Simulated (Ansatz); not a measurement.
## GdO: one change and its effect

System: GdO (F-43m, 2 atoms in the cell).
Method of run A: Kohn-Sham DFT of a periodic cell, PBE0 form with a typed share of exact exchange, Ansatz PAW, spin-polarised (Ansatz 0.2.0).

The structure derives from an entry of the Crystallography Open Database. Text and figures count atoms from 1; the logs count them from 0 in places.

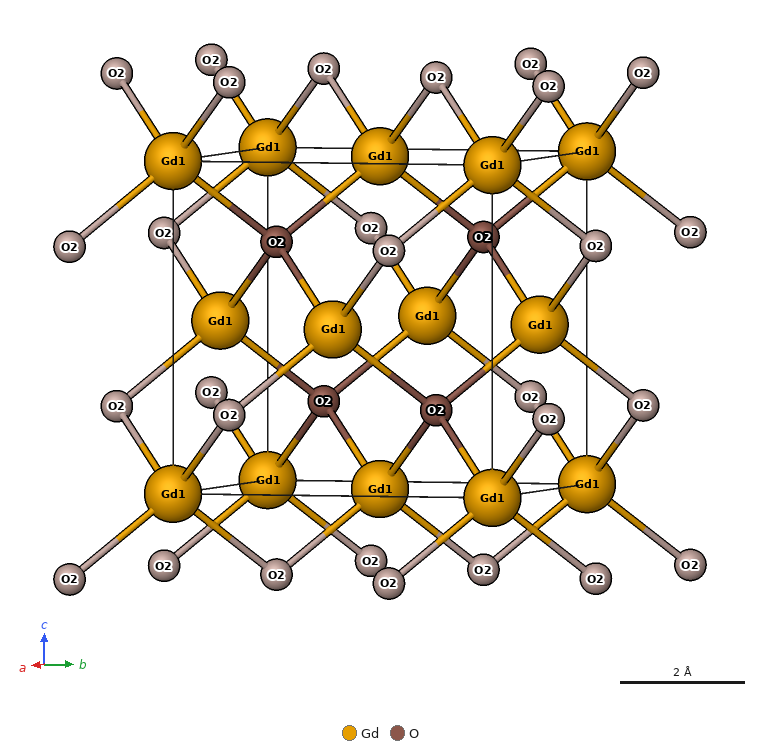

**Figure 1.** The structure as given in the input (ball-and-stick view of the cell 4 times as large as that of the calculation, set on its symmetry axes, seen at an oblique angle; neighbours outside the cell are drawn fainter; atoms are numbered from 1 in the order of the input). An atom can appear more than once, as a periodic image. Near neighbours in the periodic cell (some may lie outside the picture): Gd has 4 O at 2.34 Å; O has 4 Gd at 2.34 Å.

Input file, run A:
```yaml
crystal:
  lattice:
    - [0.0, 2.7, 2.7]
    - [2.7, 0.0, 2.7]
    - [2.7, 2.7, 0.0]
  atoms:
    - { symbol: Gd, position: [0.0, 0.0, 0.0], spin: 7.0 }
    - { symbol: O, position: [0.75, 0.75, 0.75] }
hamiltonian:
  xc: { exchange: pbe, correlation: pbe, exx: { coeff: 0.15 } }
  pseudopotentials: { kind: paw }
magnetization:
  spin_polarized: true
kpoints:
  mp_grid: { grid: [5, 5, 5] }
scf:
  occupations: { method: fermi_dirac, width: 0.05 }
output:
  forces: true
  stress: true
  eigenvalues: true
```

Command:
```bash
ansatz run input.yaml --threads 2 --pin off --max-ram 5632MiB --backend cpu --events-out ev --progress --plain --runs-dir out
```

Hardware: 2 threads of Intel Xeon @ 2.90GHz (Ice Lake), 32 GiB of memory available, shared host.

Output, shortened to warnings, some set-up lines, iterations and results (run A):
```
Warning: output.stress: scf.convergence.dr2_threshold = 1e-7 eV (the SCF's general default) is looser than the 2e-10 eV advised for a printed stress (1e-10 eV for each atom of the cell: 2). What an SCF threshold leaves in a stress goes as its square root, and in the free energy as the threshold itself, and one threshold admits the most on a small cell: of the crystals measured, under no hybrid …
Warning: output.stress: scf.exx.energy_threshold = 1e-6 eV is looser than the 2e-8 eV advised for a stress under a hybrid functional (1e-8 eV for each atom of the cell: 2). Every SCF of the exchange loop can meet its threshold on dr2 while the loop round them stops early: no threshold on dr2 bounds what that leaves in the stress. Set scf.exx.energy_threshold to 2e-8 eV or tighter. The threshold …
Basis set: ecut = 420 eV, 749 PW (Γ), exchange–correlation on 54×54×54 points (8 copies of the dense FFT grid, shifted against one another)
Symmetry: 24 space group operations
k-points: 10 of 125 (time reversal used)
Initial density: superposition of atomic densities (chi_scale 0.1, normalization cell, long waves kept (reshape's long-wave potential 0.00 eV rms))
[...]
SCF iter   1: F=—  HF=-9901.373245 eV  |F-HF|=—  |Δ(HF+E_count)|=         —  Δρ=2.35e-1 (↑2.35e-1 ↓1.37e-1)  dr2=1.18e1  dr2_m=1.09e1  M=6.001 μB ∫|m|=6.165 μB  β_m=0.64  …
SCF iter   2: F=—  HF=-9900.232632 eV  |F-HF|=—  |Δ(HF+E_count)|=    1.14e0  Δρ=1.26e-1 (↑1.26e-1 ↓1.13e-1)  dr2=1.30e0  dr2_m=4.95e0  M=6.586 μB ∫|m|=6.754 μB  β_m=1.00  …
SCF iter   3: F=—  HF=-9898.994338 eV  |F-HF|=—  |Δ(HF+E_count)|=    1.24e0  Δρ=2.52e-2 (↑2.52e-2 ↓1.69e-2)  dr2=4.60e-1  dr2_m=9.55e-2  M=6.605 μB ∫|m|=6.727 μB  β_m=1.00  …
SCF iter   4: F=—  HF=-9900.555323 eV  |F-HF|=—  |Δ(HF+E_count)|=    1.56e0  Δρ=2.81e-2 (↑1.37e-2 ↓2.81e-2)  dr2=1.37e-1  dr2_m=1.27e-1  M=6.912 μB ∫|m|=7.009 μB  β_m=1.00  …
SCF iter   5: F=—  HF=-9901.326728 eV  |F-HF|=—  |Δ(HF+E_count)|=   7.71e-1  Δρ=1.12e-2 (↑4.60e-3 ↓1.12e-2)  dr2=7.61e-2  dr2_m=8.34e-3  M=7.040 μB ∫|m|=7.132 μB  β_m=1.00  …
[... 58 lines ...]
SCF iter   5: F=—  HF=-9903.063070 eV  |F-HF|=—  |Δ(HF+E_count)|=   4.60e-8  Δρ=6.26e-6 (↑5.71e-6 ↓6.26e-6)  dr2=3.35e-8  dr2_m=9.56e-9  M=7.984 μB ∫|m|=7.984 μB  β_m=0.76  …
SCF iter   6: F=—  HF=-9903.063070 eV  |F-HF|=—  |Δ(HF+E_count)|=   3.46e-9  Δρ=1.27e-6 (↑1.20e-6 ↓1.27e-6)  dr2=2.50e-8  dr2_m=3.94e-10  M=7.984 μB ∫|m|=7.984 μB  β_m=0.68  …
SCF iter   7: F=—  HF=-9903.063070 eV  |F-HF|=—  |Δ(HF+E_count)|=   2.28e-7  Δρ=7.00e-6 (↑7.00e-6 ↓5.74e-6)  dr2=2.59e-9  dr2_m=1.44e-8  M=7.984 μB ∫|m|=7.984 μB  β_m=0.68  …
SCF iter   8: F=-9903.063070 eV  HF=-9903.063070 eV  |F-HF|=1.84e-10  |Δ(HF+E_count)|=   5.76e-9  Δρ=8.04e-7 (↑8.04e-7 ↓5.47e-7)  dr2=1.86e-9  dr2_m=1.26e-10  M=7.984 μB …
SCF 7 converged in 8 iterations: F = -9903.063070 eV  dr2 = 1.86e-9
  Residual-converged pass: ⟨swp⟩=1.5  Hψ=472  notcnv=0  max |occ|·‖R‖ = 2.4e-6 eV (tolerance 2.4e-6 eV)  dr2=1.86e-9  dr2_m=1.26e-10  dr2_onsite=3.46e-10  max |Δocc| = 5.4e-14
hybrid outer 6: dexx = +2.418e-6 eV, tail = 6.69e-8 eV, Δε = 2.60e-2 eV (about 2.39e-3 eV left of the loop's levels)
this state was not tested for a lower state beside it, because the functional holds exact exchange (a hybrid, or Hartree-Fock), whose exchange loop this test does not read (fock_operator); the stability check (scf.self_checks: high) cannot read this state: a pseudopotential is PAW: the check reads …
hybrid SCF converged: 6 outer / 39 inner (+22 warm-up), last move |dexx| = 2.42e-6 eV, tail = 6.69e-8 eV
Magnetization: 7.9840 μB (15.9920 up, 8.0080 down)
Absolute magnetization: 7.9842 μB (∫|ρ↑−ρ↓|, with the PAW one-centre terms)
Spin contamination: 0.0082 ħ² per cell (⟨S²⟩ above its minimum at these occupations)
Per-site moments (μB) at R_I (Å): [(7.019255644068856, 0.9645357934649184), (0.042513042032227784, 0.9645357934649184)]
Free energy (F): -9903.063070 eV
Frozen-core exchange: fock
Harris-Foulkes:  -9903.063070 eV  (|F-HF|=1.84e-10)
Internal energy: -9903.061718 eV  (E = F + TS)
E sigma→0 (E₀):  -9903.062394 eV
Entropy (-TS):   -0.001352 eV (-0.676 meV/atom)
Fermi energy:    12.256474 eV
--- Per-component energies (eV) ---
  E_band       = -65.986065
  E_kinetic    = 578.681206
  E_local      = -2481.689799  (includes V_loc(G=0)·N_el)
  E_nonlocal   = 333.122679
  E_hartree    = 1012.467915
  E_xc         = -266.028491
  E_vxc        = -300.897252  (∫ρ·V_xc dr)
  E_exx        = -52.577043  (= α·E_x^exact, valence–valence)
  E_paw        = -6595.640221  (= ΣΔE_a)
  E_vpaw       = -114.987960  (= ΣTr[D̂ρ^β])
  E_aug_tail   = 0.002412  (compensation charges beyond the density's cutoff)
  E_ewald      = -2431.631488
  E_core_change = 0.231114  (= ΣΔE_core)
  E_smearing   = -0.001352  (= −TS)
  E_closure    = -0.000000  (closes the sum)
  Σ components = -9903.063070   (vs F -9903.063070, Δ=0.00e0)
--- Forces (eV/Å), atoms counted from 1 ---
  atom   1  Gd    -0.00000000     0.00000000    -0.00000000
  atom   2  O      0.00000000    -0.00000000     0.00000000
  max |Σ_I F_I| component: 9.25e-17 eV/Å
--- Stress (GPa, compression-positive) ---
       -1.664061       0.000000      -0.000000
        0.000000      -1.664061      -0.000000
       -0.000000      -0.000000      -1.664061
  P = ⅓ Tr σ = -1.6641 GPa (-16.641 kbar)
```

Run B used a changed input.

The two runs side by side:

| quantity | run A | run B |
| --- | --- | --- |
| outcome | converged | converged |
| free energy per atom (eV) | −4951.5315 | −4951.2698 |
| energy per atom, smearing taken to zero (eV) | −4951.5312 | −4951.2645 |
| gap on the mesh (eV) | 0.00 | 0.00 |
| net moment of the cell (μB) | 7.98 | 7.56 |
| absolute moment of the cell (μB) | 7.98 | 7.58 |
| pressure (GPa) | −1.66 | −0.68 |
| largest force (eV/Å) | 0.000 | 0.000 |
| SCF iterations | 61 | 17 |
| irreducible k-points | 10 | 10 |
| plane waves at Γ | 749 | 749 |
| wall time (shared host) | 40 s | 2.1 s |

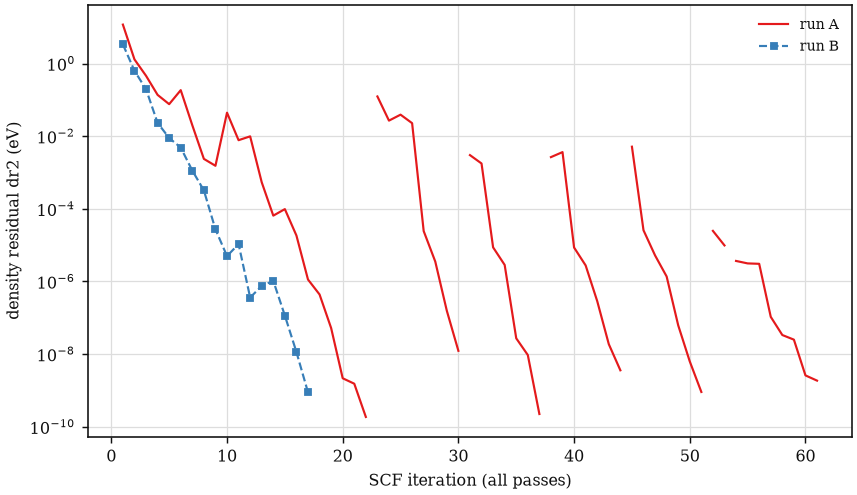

**Figure 2.** Convergence of the two runs: density residual dr2 against the SCF iteration. A break in a curve parts two SCF passes. Run A takes 61 iterations in all, and run B takes 17.

Which change of the input explains these differences?

The change (lines with − go, lines with + come):
```diff
-  xc: { exchange: pbe, correlation: pbe, exx: { coeff: 0.15 } }
+  xc: pbe
```

The total energies belong to different methods, so their difference says nothing on which is more stable or more accurate. The net moment of the cell goes from 7.98 to 7.56 μB. The pressure goes from −1.66 to −0.68 GPa. The SCF takes 17 iterations against 61. On the same kind of shared host run B took about 0.052 times as long.

Output, shortened to warnings, some set-up lines, iterations and results (run B):
```
Basis set: ecut = 420 eV, 749 PW (Γ), exchange–correlation on 54×54×54 points (8 copies of the dense FFT grid, shifted against one another)
Symmetry: 24 space group operations
k-points: 10 of 125 (time reversal used)
Initial density: superposition of atomic densities (chi_scale 0.1, normalization cell, long waves kept (reshape's long-wave potential 0.00 eV rms))
[...]
SCF iter   1: F=—  HF=-9903.114097 eV  |F-HF|=—  |Δ(HF+E_count)|=         —  Δρ=5.44e-2 (↑5.44e-2 ↓4.08e-2)  dr2=3.37e0  dr2_m=5.56e-2  M=6.804 μB ∫|m|=6.927 μB  β_m=0.30  …
SCF iter   2: F=—  HF=-9902.559680 eV  |F-HF|=—  |Δ(HF+E_count)|=   5.54e-1  Δρ=2.31e-2 (↑2.31e-2 ↓1.69e-2)  dr2=6.33e-1  dr2_m=2.81e-2  M=6.848 μB ∫|m|=6.950 μB  β_m=0.38  …
SCF iter   3: F=—  HF=-9902.479644 eV  |F-HF|=—  |Δ(HF+E_count)|=   8.00e-2  Δρ=1.08e-2 (↑1.08e-2 ↓1.04e-2)  dr2=1.96e-1  dr2_m=1.04e-2  M=6.890 μB ∫|m|=6.981 μB  β_m=0.69  …
SCF iter   4: F=—  HF=-9902.460043 eV  |F-HF|=—  |Δ(HF+E_count)|=   1.96e-2  Δρ=6.03e-3 (↑3.36e-3 ↓6.03e-3)  dr2=2.32e-2  dr2_m=1.90e-3  M=6.996 μB ∫|m|=7.084 μB  β_m=0.84  …
SCF iter   5: F=—  HF=-9902.495140 eV  |F-HF|=—  |Δ(HF+E_count)|=   3.51e-2  Δρ=4.59e-3 (↑3.18e-3 ↓4.59e-3)  dr2=8.91e-3  dr2_m=3.77e-3  M=7.095 μB ∫|m|=7.175 μB  β_m=0.92  …
[... 8 lines ...]
SCF iter  14: F=—  HF=-9902.539522 eV  |F-HF|=—  |Δ(HF+E_count)|=   1.50e-6  Δρ=4.28e-5 (↑2.19e-5 ↓4.28e-5)  dr2=1.04e-6  dr2_m=1.39e-7  M=7.554 μB ∫|m|=7.584 μB  β_m=0.50  …
SCF iter  15: F=—  HF=-9902.539522 eV  |F-HF|=—  |Δ(HF+E_count)|=   6.03e-7  Δρ=1.32e-5 (↑1.13e-5 ↓1.32e-5)  dr2=1.15e-7  dr2_m=3.81e-8  M=7.555 μB ∫|m|=7.584 μB  β_m=0.82  …
SCF iter  16: F=—  HF=-9902.539522 eV  |F-HF|=—  |Δ(HF+E_count)|=   1.70e-7  Δρ=2.56e-6 (↑2.56e-6 ↓2.47e-6)  dr2=1.14e-8  dr2_m=2.29e-10  M=7.556 μB ∫|m|=7.585 μB  β_m=0.91  …
SCF iter  17: F=-9902.539522 eV  HF=-9902.539522 eV  |F-HF|=1.96e-10  |Δ(HF+E_count)|=   7.29e-9  Δρ=6.94e-7 (↑4.71e-7 ↓6.94e-7)  dr2=8.85e-10  dr2_m=1.20e-11  M=7.556 μB …
SCF 1 converged in 17 iterations: F = -9902.539522 eV  dr2 = 8.85e-10
SCF converged after 17 iterations
Magnetization: 7.5556 μB (15.7778 up, 8.2222 down)
Absolute magnetization: 7.5849 μB (∫|ρ↑−ρ↓|, with the PAW one-centre terms)
Spin contamination: 0.0210 ħ² per cell (⟨S²⟩ above its minimum at these occupations)
Per-site moments (μB) at R_I (Å): [(6.831200882250674, 0.9645357934649184), (-0.00419688031773762, 0.9645357934649184)]
Free energy (F): -9902.539522 eV
Harris-Foulkes:  -9902.539522 eV  (|F-HF|=1.96e-10)
Internal energy: -9902.518627 eV  (E = F + TS)
E sigma→0 (E₀):  -9902.529075 eV
Entropy (-TS):   -0.020895 eV (-10.448 meV/atom)
Fermi energy:    12.488216 eV
--- Per-component energies (eV) ---
  E_band       = -22.581536
  E_kinetic    = 577.100469
  E_local      = -2492.934030  (includes V_loc(G=0)·N_el)
  E_nonlocal   = 340.197593
  E_hartree    = 1020.956174
  E_xc         = -307.325318
  E_vxc        = -347.432683  (∫ρ·V_xc dr)
  E_paw        = -6608.884444  (= ΣΔE_a)
  E_vpaw       = -141.428942  (= ΣTr[D̂ρ^β])
  E_aug_tail   = 0.002415  (compensation charges beyond the density's cutoff)
  E_ewald      = -2431.631488
  E_smearing   = -0.020895  (= −TS)
  E_closure    = 0.000000  (closes the sum)
  Σ components = -9902.539522   (vs F -9902.539522, Δ=0.00e0)
--- Forces (eV/Å), atoms counted from 1 ---
  atom   1  Gd    -0.00000000     0.00000000     0.00000000
  atom   2  O      0.00000000    -0.00000000    -0.00000000
  max |Σ_I F_I| component: 9.25e-17 eV/Å
--- Stress (GPa, compression-positive) ---
       -0.676319      -0.000000      -0.000000
       -0.000000      -0.676319       0.000000
       -0.000000       0.000000      -0.676319
  P = ⅓ Tr σ = -0.6763 GPa (-6.763 kbar)
```

For both runs: Points of doubt noted for this run: state may lie high. For run A: Warnings: the state was not tested for a lower one; the exchange loop's threshold is looser than advised for the stress; the SCF threshold is looser than advised for the printed stress.
